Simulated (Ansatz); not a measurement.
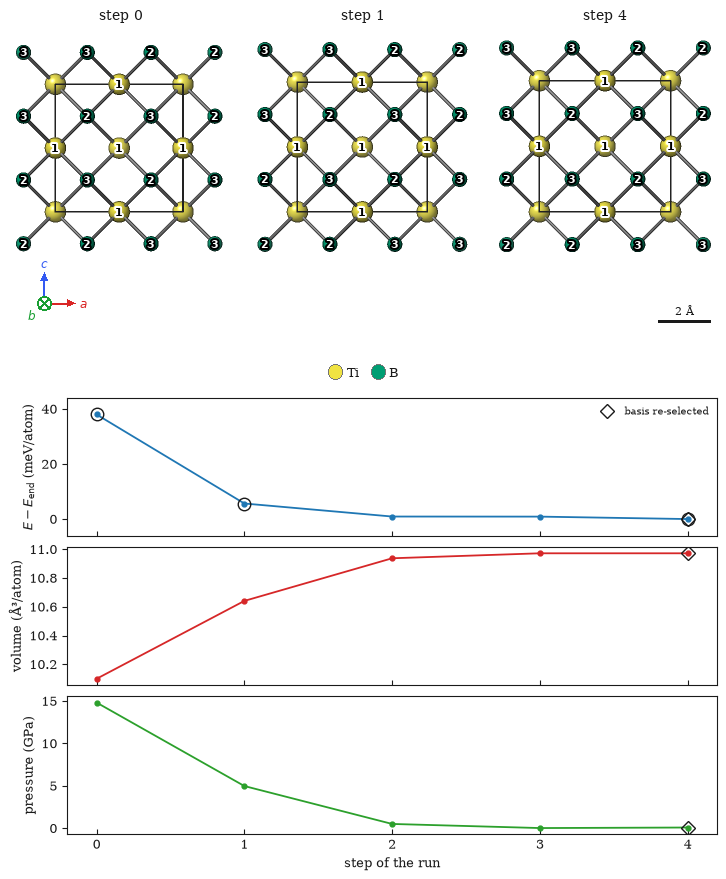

Frames of a relaxation of solid TiB2 (a generated structure, set up in Fm-3m) (coarse preliminary run), marked on the history of the run. Style: ball-and-stick. Shown: the conventional cell (4 times the calculation's cell), along the b axis. Lengths and directions refer to the drawn axes.

The calculation used DFT PBE, scalar-relativistic, plane waves, PAW in Ansatz.

Input
```yaml
crystal:
  lattice:
    - [0.0, 2.47433716, 2.47433716]
    - [2.47433716, 0.0, 2.47433716]
    - [2.47433716, 2.47433716, 0.0]
  atoms:
    - { symbol: Ti, position: [0.5, 0.5, 0.5] }
    - { symbol: B, position: [0.25, 0.25, 0.25] }
    - { symbol: B, position: [0.75, 0.75, 0.75] }
basis:
  ecutwfc: 420
kpoints:
  mp_grid: { grid: [6, 6, 6] }
hamiltonian:
  xc: pbe
scf:
  occupations: { method: gaussian, width: 0.1 }
  lower_state_search: "off"
output:
  forces: true
  stress: true
  eigenvalues: true
relax:
  adjacent_minimum: "off"
  f_tol: 0.04
  max_steps: 70
  cell: { stress_tol: 0.4 }
```

Run as
```bash
ansatz run input.yaml --threads 1 --pin off --max-ram 2560MiB --backend cpu --events-out ev --progress --plain --runs-dir out
```

> Describe the path.

No atom moves by more than 0.005 Å relative to the cell. Cell: a = b = c 4.949 → 5.087 Å (+2.8 %). Volume +8.6 %. Some distances before and after: Ti1–B2 2.143 → 2.203 Å. The space group stays Fm-3m (No. 225). Over 3 accepted moves (4 points after the start) the energy falls by 38.0 meV per atom. All forces vanish by symmetry, so only the cell relaxes. The pressure goes from 14.82 to 0.08 GPa. At 1 point the geometry stayed and the basis and grid were re-selected for the new cell (energy shift of 0.9 meV per atom at most each time). From step 0 to 1: volume +5.4 %, energy −32.3 meV per atom. From step 1 to 4: volume +3.1 %, energy −5.7 meV per atom.
